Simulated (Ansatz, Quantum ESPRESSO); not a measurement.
# Evanescent states of MgO, rock salt type, lattice constant set to 4.26 Å, part 3 of 3

Wanted: the complex band structure of MgO, rock salt type, lattice constant set to 4.26 Å, as for a tunnel barrier.

Quantum ESPRESSO 7.5; plane-wave DFT, PBE, GBRV ultrasoft pseudopotentials; cross-check by Ansatz 0.2.0 with PAW datasets.

So far. Step 2 (Self-consistent run): The run needed 10 iterations to bring the estimated error under 1e-09 Ry.

## 4. Complex bands with pwcond.x, with ewind = 6.0 and epsproj = 1e-07

Level of this step: complex band structure by pwcond; plane-wave DFT, PBE, GBRV ultrasoft pseudopotentials (Quantum ESPRESSO).

How much does a setting matter? One run is repeated with a change.

Contents of cbs.w.in:

```
&inputcond
  outdir = './out'
  prefixl = 'scf'
  band_file = 'cbs.w'
  ikind = 0
  ewind = 6.0
  epsproj = 1e-07
  nz1 = 7
  energy0 = 6.9
  denergy = -0.23
/
4
  0.00000000 0.00000000 1.00000000
  0.50000000 0.00000000 1.00000000
  0.50000000 0.50000000 1.00000000
  0.25000000 0.00000000 1.00000000
40
```

On the command line:

```
$ OMP_NUM_THREADS=1 mpirun -n 2 pwcond.x -in cbs.w.in > cbs.w.out
```

Numbers of over 12 decimals in the logs are rounded to 6 here.

What it wrote:

```text
[banner, memory and clock lines left out]
Program PWCOND v.7.5 starts
[citation notice left out]

[...]
./out/scf.save/

     IMPORTANT: XC functional enforced from input :
     Exchange-correlation= PBE
                           (   1   4   3   4   0   0   0)
     Any further DFT definition will be discarded
     Please, verify this is what you really want

     Check: negative core charge=   -0.000003
     Reading collected, re-writing distributed wavefunctions

===== INPUT FILE containing the left lead =====

     GEOMETRY:

     lattice parameter (alat)  =       5.6924  a.u.
     the volume                =     260.8527 (a.u.)^3
     the cross section         =      32.4031 (a.u.)^2
     l of the unit cell        =       1.4142 (alat)
     number of atoms/cell      =            4
     number of atomic types    =            2

     crystal axes: (cart. coord. in units of alat)
               a(1) = (  1.0000  0.0000  0.0000 )
               a(2) = (  0.0000  1.0000  0.0000 )
               a(3) = (  0.0000  0.0000  1.4142 )

   Cartesian axes

     site n.     atom                  positions (alat units)
          1        Mg     tau(  1)=(  0.0000  0.0000  1.4142  )
          2        O      tau(  2)=(  0.5000  0.5000  1.4142  )
          3        Mg     tau(  3)=(  0.5000  0.5000  0.7071  )
          4        O      tau(  4)=(  0.0000  0.0000  0.7071  )

     nr1s                      =           24
     nr2s                      =           24
     nr3s                      =           36
     nr1sx                     =           24
     nr2sx                     =           24
     nr3sx                     =           36
     nr1                       =           25
     nr2                       =           25
     nr3                       =           40
     nr1x                      =           25
     nr2x                      =           25
     nr3x                      =           40

 _______________________________
  Radii of nonlocal spheres:

     type       ibeta     ang. mom.          radius (alat units)
       Mg         1         0                    0.2661
       Mg         2         0                    0.2661
       Mg         3         0                    0.2661
       Mg         4         1                    0.2661
       Mg         5         1                    0.2661
       Mg         6         2                    0.2661
       Mg         7         2                    0.2661
       O          1         0                    0.2201
       O          2         0                    0.2201
       O          3         1                    0.2201
       O          4         1                    0.2201
       O          5         2                    0.2201
----- General information -----

----- Complex band structure calculation -----

     nrx                       =           24
     nry                       =           24
     nz1                       =            7

     energy0               =         6.9E+00
     denergy               =        -2.3E-01
     nenergy               =         40
     ecut2d                =         4.0E+01
     ewind                 =         6.0E+00
     epsproj               =         1.0E-07

     number of k_|| points=    4
                       cryst. coord.
        k(    1) = (   0.0000000   0.0000000), wk =   0.2500000
        k(    2) = (   0.5000000   0.0000000), wk =   0.2500000
        k(    3) = (   0.5000000   0.5000000), wk =   0.2500000
        k(    4) = (   0.2500000   0.0000000), wk =   0.2500000
----- Information about left lead -----

     nocros                   =           32
     noins                    =           32
     norb                     =           96
     norbf                    =           96
     nrz                      =           36

      iorb      type   ibeta   ang. mom.   m       position (alat)
        1        1       1        0        1   taunew(   1)=(  0.0000  0.0000  0.0000)
        2        1       2        0        1   taunew(   2)=(  0.0000  0.0000  0.0000)
[...]
96        2       5        2        5   taunew(  96)=(  0.5000  0.5000  1.4142)
 ngper, shell number =          101          17
 ngper, n2d =          101         100
---  E-Ef =    6.9000000  k =    0.0000000   0.0000000
---  ie =          1  ik =          1
 Nchannels of the left tip =            1
 Right moving states:
   k1(2pi/a)   k2(2pi/a)   E-Ef (eV)
   0.3988915  -0.0000000   6.9000000
 Left moving states:
   k1(2pi/a)   k2(2pi/a)   E-Ef (eV)
  -0.3988917  -0.0000000   6.9000000

---  E-Ef =    6.6700000  k =    0.0000000   0.0000000
---  ie =          2  ik =          1
 Nchannels of the left tip =            1
 Right moving states:
   k1(2pi/a)   k2(2pi/a)   E-Ef (eV)
   0.3721957  -0.0000000   6.6700000
 Left moving states:
   k1(2pi/a)   k2(2pi/a)   E-Ef (eV)
  -0.3721959  -0.0000000   6.6700000
[... further energies and points left out ...]
---  E-Ef =   -1.8400000  k =    0.2500000   0.0000000
---  ie =         39  ik =          4
 Nchannels of the left tip =            2
 Right moving states:
   k1(2pi/a)   k2(2pi/a)   E-Ef (eV)
  -0.0236616   0.0000000  -1.8400000
   0.2486891  -0.0000000  -1.8400000
 Left moving states:
   k1(2pi/a)   k2(2pi/a)   E-Ef (eV)
   0.0236620   0.0000000  -1.8400000
  -0.2486896  -0.0000000  -1.8400000

---  E-Ef =   -2.0700000  k =    0.2500000   0.0000000
---  ie =         40  ik =          4
 Nchannels of the left tip =            2
 Right moving states:
   k1(2pi/a)   k2(2pi/a)   E-Ef (eV)
  -0.1219170   0.0000000  -2.0700000
   0.1943708  -0.0000000  -2.0700000
 Left moving states:
   k1(2pi/a)   k2(2pi/a)   E-Ef (eV)
   0.1219174   0.0000000  -2.0700000
  -0.1943713  -0.0000000  -2.0700000

[...]
```

Run time: 1.9 min. Hardware: 2 MPI ranks of Arm Neoverse V1, shared host; peak memory 0.13 GiB; 3.8 min of CPU time.

Beside the run it was changed from:

| quantity | this run | unchanged run | difference |
| --- | --- | --- | --- |
| peak of the smallest κ at the zone centre (Å⁻¹) | 0.318 | 0.318 | 0 |
| wall time (s) | 114 | 41 |  |

The physical values in this table stay within 0.05 %.

## 5. Cross-check with Ansatz

As a check, the same structure is run in Ansatz.

Level of this step: plane-wave DFT, PBE, Ansatz PAW (Ansatz 0.2.0).

Contents of input.yaml:

```yaml
crystal:
  lattice:
    - [3.0122748879, 0.0, 0.0]
    - [0.0, 3.0122748879, 0.0]
    - [0.0, 0.0, 4.26]
  atoms:
    - { symbol: Mg, position: [0.0, 0.0, 0.0] }
    - { symbol: O, position: [0.5, 0.5, 0.0] }
    - { symbol: Mg, position: [0.5, 0.5, 0.5] }
    - { symbol: O, position: [0.0, 0.0, 0.5] }
kpoints:
  mp_grid: { grid: [8, 8, 6] }
hamiltonian:
  xc: pbe
scf:
  occupations: { method: fixed }
  convergence: { dr2_threshold: 1.0e-09 }
output:
  transmission:
    leads: [[0, 0]]
    kpoints: [[0, 0], [0.5, 0], [0.5, 0.5], [0.25, 0]]
    e_range: [-2.07, 6.9]
    de: 0.23
```

On the command line:

```
$ ansatz run input.yaml --threads 2 --pin off --max-ram 4096MiB --backend cpu --events-out ev --progress --plain --runs-dir out
```

What it wrote:

```text
Engine: ansatz 0.2.0, aarch64-unknown-linux-gnu
Pseudopotentials: kind: paw
Pseudopotential: Mg, paw, valence charge 10, recommended cutoff 420 eV (normal), Mg.paw.azcp
Pseudopotential: O, paw, valence charge 6, recommended cutoff 420 eV (normal), O.paw.azcp
Functional definition: PBE
  parameter kappa = 0.804
  parameter beta = 0.066725
  exchange = pbe_x(kappa = kappa, mu = beta*pi^2/3)
  correlation = pbe_c(beta = beta)
Crystal: 4 atoms, lattice volume = 38.654 Å³
Basis set: ecut = 420 eV, 727 PW (Γ)
Bands: 20, of which v1, the nominal top of the filled ones, is band 16 counted from 1 (15 counted from 0)
Symmetry: 32 space group operations
Space group: Fm-3m (ITA 225), of the structure as read, at distance tolerance 3.4e-5 Å
k-points: 60 of 384
Non-local potential: Mg, projectors of the file, l = 0: 3, l = 1: 2, l = 2: 1
Non-local potential: O, projectors of the file, l = 0: 2, l = 1: 2, l = 2: 1
PAW form: soft (Blöchl's): semilocal exchange-correlation on the pseudo side does not see the compensation charge
PAW one-centre angular grid: Mg, 110 points (default); XC on 64 Gauss nodes
PAW one-centre angular grid: O, 110 points (default); XC on 64 Gauss nodes
Initial density: superposition of atomic densities (neutral atoms: chi_scale 0, normalization atom), corrected by the library's trained network
Initial wavefunctions: pseudopotential atomic-orbital guess
Functional: x = pbe(κ = 0.804, μ = 0.219515), c = pbe(β = 0.066725)
SCF iter   1: F=—  HF=-4988.277873 eV  |F-HF|=—  |Δ(HF+E_count)|=         —  Δρ=5.27e-4  dr2=1.94e-5  ethr=1.77e-3  ⟨swp⟩=4.7  Hψ=4947  notcnv=0  defer=91
preconditioner: auto → none  [insulator: Δε(μ)=4.421 eV  Ē_g=15.584 eV  n_scr=14 (ndim 8)  ℏωp=23.9 eV  f_vac=0.000  ε∞_Penn≈3.3]
SCF iter   2: F=—  HF=-4988.277753 eV  |F-HF|=—  |Δ(HF+E_count)|=   1.21e-4  Δρ=2.80e-4  dr2=6.92e-6  ethr=6.06e-8  ⟨swp⟩=2.7  Hψ=2816  notcnv=0  defer=118
SCF iter   3: F=—  HF=-4988.277813 eV  |F-HF|=—  |Δ(HF+E_count)|=   6.00e-5  Δρ=1.43e-4  dr2=1.61e-6  ethr=2.16e-8  ⟨swp⟩=2.0  Hψ=1680  notcnv=0  defer=54
SCF iter   4: F=—  HF=-4988.277832 eV  |F-HF|=—  |Δ(HF+E_count)|=   1.92e-5  Δρ=2.40e-5  dr2=2.10e-8  ethr=5.03e-9  ⟨swp⟩=2.0  Hψ=1680  notcnv=0  defer=8
SCF iter   5: F=—  HF=-4988.277832 eV  |F-HF|=—  |Δ(HF+E_count)|=   7.00e-7  Δρ=6.14e-6  dr2=4.32e-9  ethr=6.57e-11  ⟨swp⟩=2.0  Hψ=2160  notcnv=0  defer=8
SCF iter   6: F=-4988.277832 eV  HF=-4988.277832 eV  |F-HF|=1.62e-10  |Δ(HF+E_count)|=   1.16e-8  Δρ=8.76e-7  dr2=1.21e-10  ethr=3.13e-12  ⟨swp⟩=5.0  Hψ=3712  notcnv=0
SCF 1 converged in 6 iterations: F = -4988.277832 eV  dr2 = 1.21e-10
  greatest PAW one-centre occupation: 1.000 electrons in one spin orbital (limit 2), on the Mg atom at site 2 (counted from 0), in its partial waves of l = 0
transmission: 8 of 32 steps passed
transmission: 16 of 32 steps passed
transmission: 24 of 32 steps passed
transmission: 32 of 32 steps passed
SCF converged after 6 iterations
Free energy (F): -4988.277832 eV
Harris-Foulkes:  -4988.277832 eV  (|F-HF|=1.62e-10)
Internal energy: -4988.277832 eV  (E = F + TS)
E sigma→0 (E₀):  -4988.277832 eV
Fermi energy:    7.721385 eV
--- Per-component energies (eV) ---
  E_band       = -599.099347
  E_kinetic    = 509.759283
  E_local      = -3247.454683  (includes V_loc(G=0)·N_el)
  E_nonlocal   = 285.496348
  E_hartree    = 1123.901576
  E_xc         = -209.966524
  E_vxc        = -269.024295  (∫ρ·V_xc dr)
  E_paw        = -900.304014  (= ΣΔE_a)
  E_vpaw       = -125.684643  (= ΣTr[D̂ρ^β])
  E_aug_tail   = 0.004945  (compensation charges beyond the density's cutoff)
  E_ewald      = -2549.714763
  E_smearing   = -0.000000  (= −TS)
  E_closure    = -0.000000  (closes the sum)
  Σ components = -4988.277832   (vs F -4988.277832, Δ=0.00e0)
--- Band table (eV; the first three rows and the last of 60) ---
  k-point 0: bands = [... 12 lower, 6.4273, 7.7210, 7.7214, 7.7214, 12.1414, 16.8221, 17.3497, 20.4725]
  k-point 1: bands = [... 12 lower, 6.5011, 7.1992, 7.6181, 7.6181, 12.7464, 17.0454, 17.2684, 20.5466]
  k-point 2: bands = [... 12 lower, 6.7100, 6.7100, 7.3507, 7.3507, 14.0396, 16.6637, 17.7127, 20.3253]
  k-point 59: bands = [... 12 lower, 4.8923, 4.8923, 6.0163, 6.0163, 19.1511, 19.1511, 19.1511, 19.1511]
--- Transmission ---
  basis      : 81 plane waves across, 8 finite elements along
  points     : 4, as listed
  energies   : 40 from -2.070000 to 6.900000 eV about the Fermi level, 0.230000 eV apart; the leads are filled to 2.210027 eV, and channels, transmission and decay are at 2.300000 eV
  crystal 0  : Mg2O2, at the sites [0, 0], period 4.2600 Å: whole cells are its period
    offset         : up to 0.0000 Å between an atom of the period and one for which it stands
    channels       : 0.000000e0 a spin
    conductance    : none, the energies end too early or step too widely for 300 K: set another output.transmission.e_range or a lower de, or, where they end at an eighth of basis.ecutwfc, a higher one
    slowest decay  : 0.3162 /Å at (0.0000, 0.0000)
```

Elapsed: 9.3 s, on 2 threads; peak memory 0.29 GiB; 11 s of CPU time.

Read from the output:

| Item | Value |
| --- | --- |
| free energy | -4988.2778 eV |
| gap by band count | 4.420 eV |
| symmetry operations | 32 |
| slowest decay at the grid energy nearest mid-gap | 0.3162 Å⁻¹ |
| peak of the smallest κ at the zone centre | 0.3168 Å⁻¹ |
| peak of the smallest κ at (1/4, 0) | 0.6336 Å⁻¹ |
| valence top, on the run's zero | 7.721 eV |

K across = (0, 0) in the cell's reciprocal vectors; values within 0.0025 1/Å of each other count once, columns are sorted by size at each energy, a dash where no further value was kept. Table of Im kz of the slowest decaying states by energy, zero at the highest filled level of the SCF mesh:

| energy (eV) | decay 1 (Å⁻¹) | decay 2 (Å⁻¹) | decay 3 (Å⁻¹) |
| --- | --- | --- | --- |
| -2.07 | 0.753 | 1.01 | - |
| -1.61 | 0.494 | 1.01 | - |
| -0.92 | 1.01 | - | - |
| -0.46 | 1.00 | - | - |
| 0.00 | 0.0176 | 0.0355 | 0.998 |
| 0.46 | 0.201 | 0.474 | 0.990 |
| 1.15 | 0.283 | 0.682 | 0.975 |
| 1.61 | 0.308 | 0.764 | 0.963 |
| 2.07 | 0.317 | 0.823 | 0.949 |
| 2.76 | 0.305 | 0.887 | 0.927 |
| 3.22 | 0.279 | 0.910 | 0.917 |
| 3.68 | 0.233 | 0.891 | 0.940 |
| 4.37 | 0.0658 | 0.860 | 0.965 |
| 4.83 | 0.837 | 0.975 | 1.07 |
| 5.29 | 0.812 | 0.982 | 1.01 |
| 5.75 | 0.784 | 0.949 | 0.986 |
| 6.44 | 0.739 | 0.846 | 0.987 |
| 6.90 | 0.704 | 0.769 | 0.984 |

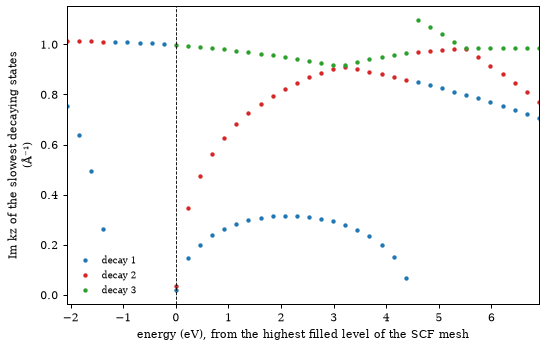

Im kz of the slowest decaying states against energy.

K across = (0, 0) in the cell's reciprocal vectors. Re kz of states that move upwards against energy, zero at the highest filled level of the SCF mesh:

| energy (eV) | channel 1 (Å⁻¹) | channel 2 (Å⁻¹) | channel 3 (Å⁻¹) |
| --- | --- | --- | --- |
| -2.07 | -0.612 | - | - |
| -1.61 | -0.504 | - | - |
| -0.92 | -0.345 | 0.572 | 0.572 |
| -0.46 | -0.558 | -0.558 | -0.228 |
| 0.00 | - | - | - |
| 0.46 | - | - | - |
| 1.15 | - | - | - |
| 1.61 | - | - | - |
| 2.07 | - | - | - |
| 2.76 | - | - | - |
| 3.22 | - | - | - |
| 3.68 | - | - | - |
| 4.37 | - | - | - |
| 4.83 | 0.198 | - | - |
| 5.29 | 0.303 | - | - |
| 5.75 | 0.391 | - | - |
| 6.44 | 0.513 | - | - |
| 6.90 | 0.592 | - | - |

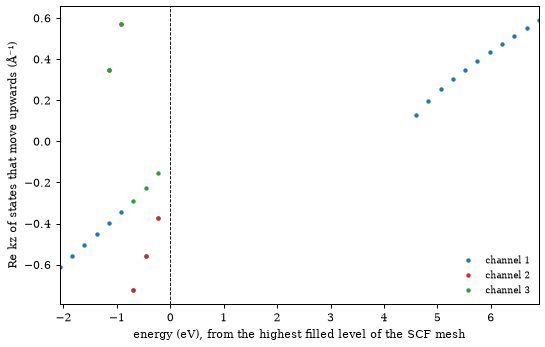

Re kz of states that move upwards against energy.

K across = (1/2, 0) in the cell's reciprocal vectors; values within 0.0025 1/Å of each other count once, columns are sorted by size at each energy, a dash where no further value was kept. Im kz of the slowest decaying states against energy, zero at the highest filled level of the SCF mesh:

| energy (eV) | decay 1 (Å⁻¹) | decay 2 (Å⁻¹) | decay 3 (Å⁻¹) |
| --- | --- | --- | --- |
| -2.07 | 0.121 | - | - |
| -1.61 | - | - | - |
| -0.92 | - | - | - |
| -0.46 | 0.183 | - | - |
| 0.00 | 0.348 | 1.49 | - |
| 0.46 | 0.440 | 1.46 | - |
| 1.15 | 0.528 | 1.41 | - |
| 1.61 | 0.566 | 1.38 | - |
| 2.07 | 0.593 | 1.34 | - |
| 2.76 | 0.616 | 1.30 | - |
| 3.22 | 0.622 | 1.27 | - |
| 3.68 | 0.620 | 1.24 | - |
| 4.37 | 0.603 | 1.20 | - |
| 4.83 | 0.583 | 1.17 | - |
| 5.29 | 0.554 | 1.14 | - |
| 5.75 | 0.517 | 1.11 | - |
| 6.44 | 0.438 | 1.07 | 1.46 |
| 6.90 | 0.362 | 1.04 | 1.43 |

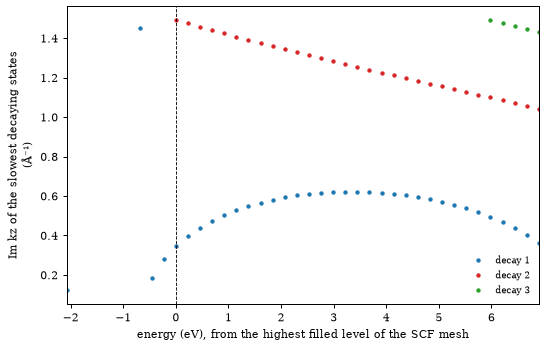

Im kz of the slowest decaying states, plotted against energy.

K across = (1/2, 1/2) in the cell's reciprocal vectors; values within 0.0025 1/Å of each other count once, columns are sorted by size at each energy, a dash where no further value was kept. Im kz of the slowest decaying states against energy, zero at the highest filled level of the SCF mesh:

| energy (eV) | decay 1 (Å⁻¹) | decay 2 (Å⁻¹) |
| --- | --- | --- |
| -2.07 | 0.410 | - |
| -1.38 | - | - |
| -0.69 | 0.346 | 0.456 |
| 0.00 | 0.469 | 0.578 |
| 0.69 | 0.540 | 0.640 |
| 1.38 | 0.584 | 0.675 |
| 2.07 | 0.610 | 0.693 |
| 2.76 | 0.623 | 0.699 |
| 3.45 | 0.625 | 0.695 |
| 4.14 | 0.618 | 0.684 |
| 4.83 | 0.601 | 0.664 |
| 5.52 | 0.576 | 0.636 |
| 6.21 | 0.540 | 0.599 |
| 6.90 | 0.491 | 0.552 |

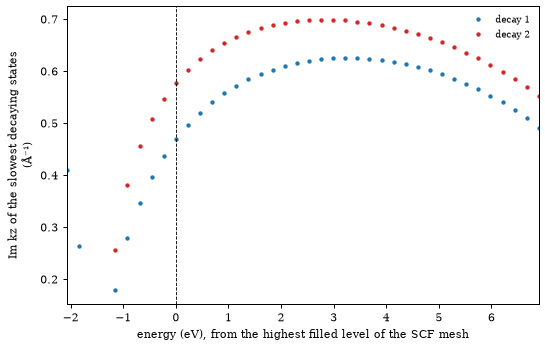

Im kz of the slowest decaying states, plotted against energy.

K across = (1/4, 0) in the cell's reciprocal vectors; values within 0.0025 1/Å of each other count once, columns are sorted by size at each energy, a dash where no further value was kept. The Im kz of the slowest decaying states by energy, zero at the highest filled level of the SCF mesh:

| energy (eV) | decay 1 (Å⁻¹) | decay 2 (Å⁻¹) | decay 3 (Å⁻¹) |
| --- | --- | --- | --- |
| -2.07 | 0.940 | 1.36 | - |
| -0.92 | 0.212 | 1.27 | - |
| 0.00 | 0.285 | 0.365 | 1.21 |
| 0.92 | 0.490 | 0.793 | 1.16 |
| 2.07 | 0.596 | 0.992 | 1.10 |
| 2.99 | 0.629 | 1.05 | 1.08 |
| 3.91 | 0.630 | 1.00 | 1.14 |
| 5.06 | 0.586 | 0.938 | 1.19 |
| 5.98 | 0.486 | 0.883 | 1.22 |

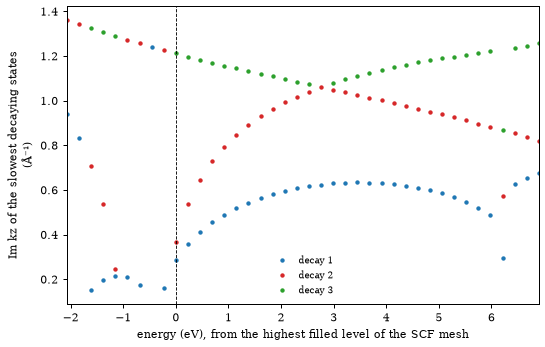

Im kz of the slowest decaying states against energy.

## 6. By hand

T falls as exp(−2κd). With κ = 0.318 1/Å, 10 Å of barrier pass exp(−2 × 0.318 × 10) = 0.0017 of that channel, interfaces aside.

## 7. Summary of results

| Quantity | Value |
| --- | --- |
| gap on the SCF mesh | 4.44 eV |
| smallest κ at mid-gap among the four k points, at the zone centre | 0.318 Å⁻¹ |
| peak of the smallest κ in the stop band at the zone centre | 0.318 Å⁻¹ |
| peak of the smallest κ in the stop band at (1/4, 0) | 0.634 Å⁻¹ |
| energy of the peak at the zone centre, over the highest filled level | 2.07 eV |
| peak at the zone centre by Ansatz | 0.317 Å⁻¹ |

With a gap of 4.44 eV on the mesh, the smallest κ at mid-gap among the four k points, at the zone centre is 0.318 Å⁻¹ (PBE, GBRV ultrasoft). For a barrier with the Fermi level at mid-gap the slowest state found, at the zone centre, loses a factor of ten in probability every 3.6 Å or so. Stop bands away from the zone centre are mostly wider than the gap, so their peaks can lie above the conduction bottom. At the zone centre pwcond's peak is 0.318 and Ansatz's 0.317 1/Å, 0 % apart. The cell is the a/√2 one, turned by 45°, with two primitive cells, so X along [001] folds onto kz = 0. A semilocal gap is too small, often by a third to a half and by more in narrow-gap crystals, so real barriers decay faster.

[Logs are printed without paths, hosts, clocks, repeated set-up lines and the standing remarks that a program may print on its own settings, such as how far it seeks lower states.]

[Hosts, paths, dates, database ids (printed as entryN), source tags and the programs' standing remarks are cut or masked in the printed files.]

[Maps of the electrostatic potential energy from Ansatz leave out the sawtooth potential of an applied field or a dipole correction, so their vacuum need not be flat; planar profiles and work functions include it.]
